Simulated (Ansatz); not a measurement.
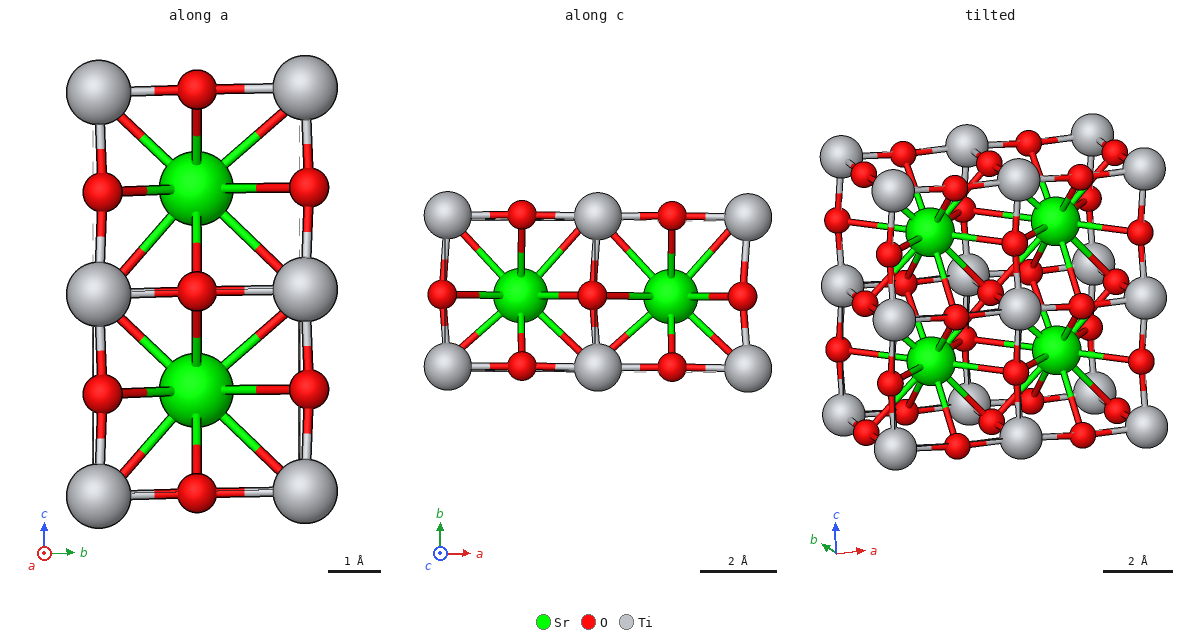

Crystal structure, ball-and-stick style, seen along the a axis, along the c axis and slightly off an axis. The solid box is one unit cell, and 2×1×2 cells are shown.

- It has the composition SrTiO₃.
- All rotations and mirrors are lost; the group is P1.
- It is a distorted form of a primitive cubic structure, space group Pm-3m (No. 221) within 0.45 Å: cubic perovskite.
- Cell content: 1 Sr, 1 Ti, 3 O, that is 1 formula unit.
- Around each Sr lie twelve O in a distorted cuboctahedral arrangement at about 2.6 to 3.0 Å. O is linked to four Sr and two Ti in a distorted octahedral arrangement (about 2.6 to 3.0 Å to Sr, 1.9 to 2.1 Å to Ti). Around each Ti lie six O in a distorted octahedral arrangement at about 1.9 to 2.1 Å.
- The bonds build a three-dimensional framework.

Origin: a known structure type with the cell strained and the atoms shaken on purpose; unrelaxed. A calculation with Ansatz used it as input.

At this level of theory the cell isn't at rest (stretched, at -4 GPa and forces up to 1.2 eV/Å), so its distances can differ from those at equilibrium, the more so the softer the solid.
